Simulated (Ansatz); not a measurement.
Ga$_{24}$N$_{23}$ (cell charge −1, with a compensating background) (cell with a defect)

```xyz
47
Lattice="3.2184 -5.5745 -5.2430 -6.4369 0.0000 -5.2430 3.2184 5.5745 -5.2430" Properties=species:S:1:pos:R:3 pbc="T T T"
Ga   -1.6097   -0.9537   -5.2331
Ga    1.6260    4.6520   -5.2515
Ga   -0.0036   -3.6924   -5.2830
Ga   -1.6110    4.6509  -10.4759
Ga    0.0075    1.8586   -5.2422
Ga   -3.2062   -3.6789  -10.4511
Ga   -0.0310    1.8184  -10.4453
Ga    1.6493   -0.9403  -10.5094
Ga    1.5985   -0.9347   -5.2843
Ga    3.2263    1.8265   -5.2577
Ga   -3.2058    1.8357   -5.2505
Ga   -1.4355   -1.0197  -10.3628
Ga   -0.0611   -1.8098   -8.0999
Ga    3.1976    3.7039   -7.8663
Ga   -1.6096    0.9207   -2.6240
Ga   -3.1863   -1.6003   -7.7949
Ga    1.5773    0.9163   -7.8844
Ga    1.5786    0.9362   -2.6374
Ga   -1.6250   -4.6050   -7.8592
Ga   -0.0406    3.6621   -7.8772
Ga    3.2612   -1.8324   -7.8360
Ga   -1.5896    0.9679  -13.0966
Ga   -1.8181    0.7265   -7.8003
Ga   -3.1988    3.7147   -7.9153
N    -1.6372   -0.9639   -3.2525
N     0.0078   -3.7510   -8.5219
N     1.5214   -0.9111   -3.3096
N    -0.1073    1.7542   -8.4699
N    -0.0129    1.8847   -3.2588
N    -3.2012   -3.5896   -8.4722
N    -1.6089    4.6770   -8.5155
N     1.6739   -0.9295   -8.5329
N     3.2047    1.8586   -8.5300
N    -3.2740    1.8782   -8.5502
N     4.8556   -0.8899   -8.5237
N    -0.0215   -1.8456   -6.0065
N     3.2306    3.7033   -5.8927
N     1.6259   -4.6300   -5.8844
N    -3.2390   -1.8956   -5.8052
N     1.6082    0.9283   -5.9119
N    -4.8366    0.9314   -5.8946
N     1.6043    0.9277  -11.1269
N     0.0351    3.7098   -5.9034
N     3.2736   -1.8294   -5.8499
N    -1.6038    0.8671  -11.1128
N    -1.5910    0.9134   -5.8222
N     0.1085   -1.9228  -11.2318
```

Theory: DFT PBE, scalar-relativistic, plane waves, PAW (Ansatz).

Core electrons are frozen (PAW), and the valence fields are smoothed inside the atomic spheres.

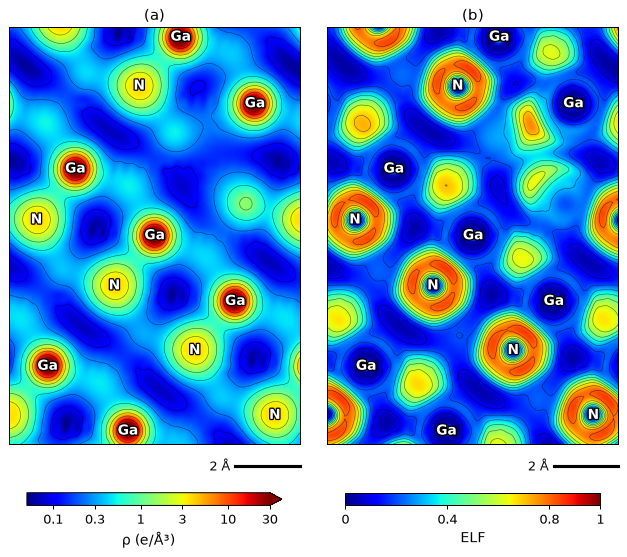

Figure 1. (a) valence electron density; (b) ELF on the (101̄) plane of the calculation cell.

> What do the fields say about this system?

Atoms in the plane: Ga and N.
Atoms just off the plane (Ga, 0.6 Å away and N, 0.9 Å away) can leave unmarked features too.
Ga–N (1.98 Å): ρ at the midpoint is about 0.7 e/Å³; the ELF peaks at about 0.85 in the valence shell of N, 0.7 Å from its nucleus, and is about 0.45 at the midpoint.
Between the atoms the lowest density in this plane is 0.05 e/Å³.

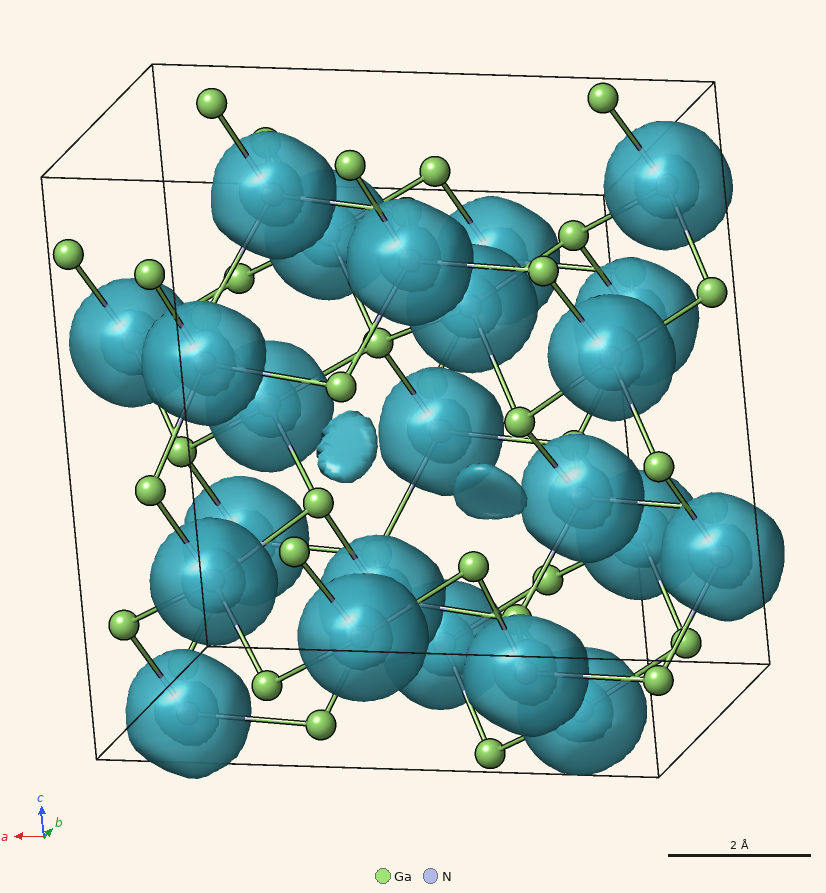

Figure 2. Isosurface of the ELF at 0.7 (cyan), seen at an oblique angle. Core shells and regions of very low density are left out. Sticks mark near contacts.

> What do the ELF domains correspond to?

The ELF exceeds this value in two regions wrapped around Ga (the valence shell of each) and 23 regions wrapped around N (the valence shell of each), counted in one cell of 47 atoms. Any copies at cell faces, edges or corners count once.


Ga–N (1.93 Å): the ELF peaks at about 0.85 in the valence shell of N, 0.7 Å from its nucleus, and is about 0.50 at the midpoint. Ga–N (1.97 Å): the ELF peaks at about 0.85 in the valence shell of N, 0.7 Å from its nucleus, and is about 0.45 at the midpoint.

> Does the calculation make it a metal, or give it a gap?

It is gapped, with a Kohn–Sham gap of 0.84 eV on the k-point mesh, an upper bound to the gap of this method.
